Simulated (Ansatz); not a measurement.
```
K
1.0
     4.29590    0.00000    0.00000
     0.00000    4.29590    0.00000
     0.00000    0.00000    4.29590
K
1
Direct
  0.00000 0.00000 0.00000
```

Space group Pm-3m; set up as K, simple cubic; a generated structure, not necessarily the stable one; computed without spin polarisation.

Theory: DFT, HSE06, plane waves (420 eV) with PAW, scalar-relativistic in Ansatz 0.2.0.

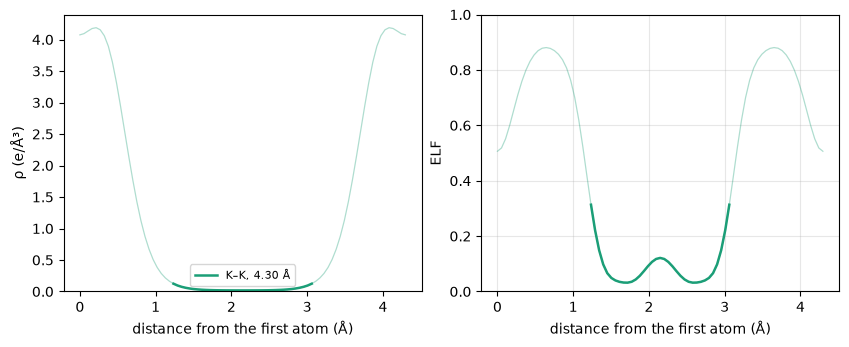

K. Valence pseudo-density and electron localisation function along straight lines between neighbouring atoms. Thin, pale parts lie inside the atomic spheres.

In a PAW calculation such maps are meaningful between the atoms, not at the nuclei.

### What can be read from the curves?

K–K (4.30 Å): ρ is about 0.02 e/Å³ halfway; the ELF is about 0.10 at the midpoint; no localised pair shows between them.
